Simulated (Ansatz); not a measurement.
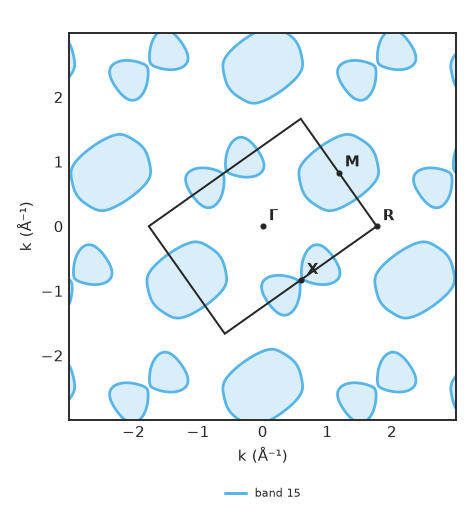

HfH$_{3}$ (Pm-3m): cut through the Fermi surface in the plane through Γ, R and M, filled states shaded.

These are results of DFT PBEsol, scalar-relativistic, plane waves, PAW; levels and slopes on a dense k mesh at the converged density (Ansatz 0.2.0), not measurements. No spin polarisation. Mesh 34×34×34, interpolated with the band slopes. The geometry was not relaxed (residual pressure −4 GPa). The cell comes from a database of computed structures, not from a measurement.

### At which labelled points is each band filled?

```json
{"band": "band 15", "Γ": "empty", "R": "empty", "M": "filled", "X": "empty"}
```

Spin-orbit coupling is left out; with Hf it can split, shift or remove sheets.
